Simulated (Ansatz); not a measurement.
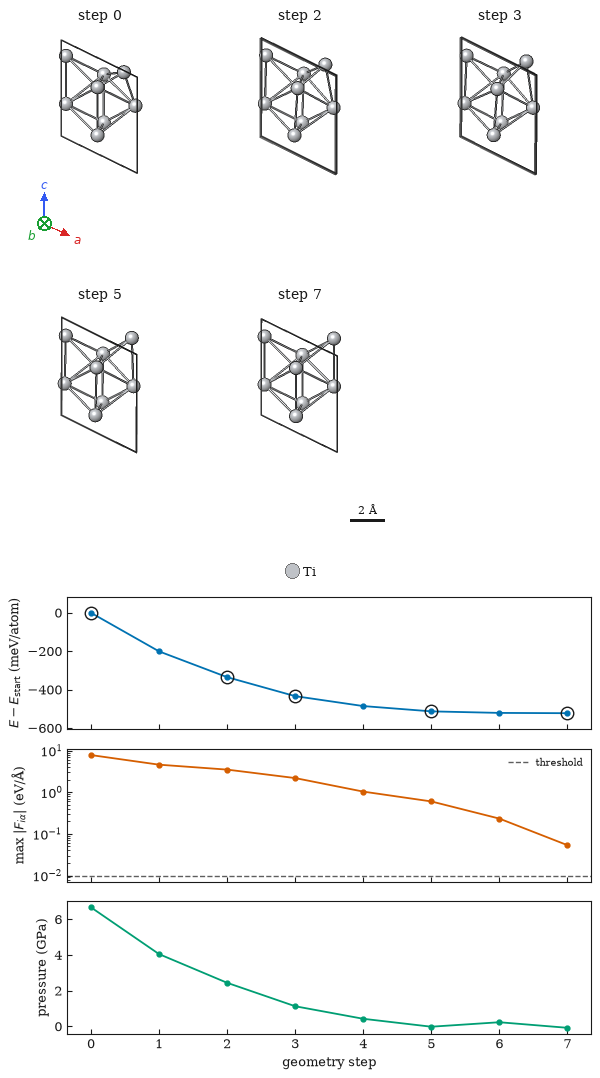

Frames of a relaxation of a crystal of Ti (set up in P1), marked on the history of the run. Style: ball-and-stick. Shown: the cell of the calculation, reduced to other axes, along the b axis. Lengths and directions refer to the drawn axes.

These are results of DFT PBE, scalar-relativistic, plane waves, PAW in Ansatz, not measurements. Set-up: plane-wave cutoff 420 eV; k-point mesh 8 × 8 × 8; occupations gaussian; smearing width 0.15 eV; no spin polarisation; cell and atoms relaxed; force threshold 0.01 eV/Å; at most 80 steps.

What happens along the run?

The run was cut off at its time limit before the relaxation converged, so the last structure is only a point on the way. Over 7 geometry steps the energy falls by 522 meV per atom. Largest force component: 7.8 eV/Å at the start, 0.054 eV/Å at the end. Pressure: 6.67 GPa at the start and −0.08 GPa at the end. The atom that moves furthest relative to the cell is a Ti atom (1.04 Å along [2 3 3]). The drawn cell changes as follows: a 5.501 → 5.500 Å (0.0 %), b 5.501 → 5.502 Å (0.0 %), c 5.877 → 5.884 Å (+0.1 %); the volume changes by +0.1 %. Some distances before and after: Ti–Ti 4.106 → 2.943 Å, Ti–Ti 1.814 → 2.939 Å, Ti–Ti 3.780 → 2.886 Å, Ti–Ti 3.260 → 4.109 Å. New bonds form, among them: Ti–Ti (3.58 → 2.94 Å), Ti–Ti (3.76 → 2.95 Å), Ti–Ti (3.78 → 2.89 Å), Ti–Ti (4.11 → 2.94 Å). Within 0.06 Å the space group is P1 at the start and P6_3/mmc at the end; at a tighter tolerance small leftover displacements or strains of the cell lower it. From step 0 to 2: a Ti atom moves most (0.39 Å), volume −0.3 %, energy −335 meV per atom. From step 2 to 3: a Ti atom moves most (0.20 Å), volume +0.2 %, energy −98.8 meV per atom. From step 3 to 5: a Ti atom moves most (0.39 Å), volume +0.3 %, energy −79.1 meV per atom. From step 5 to 7: a Ti atom moves most (0.15 Å), energy −9.5 meV per atom.
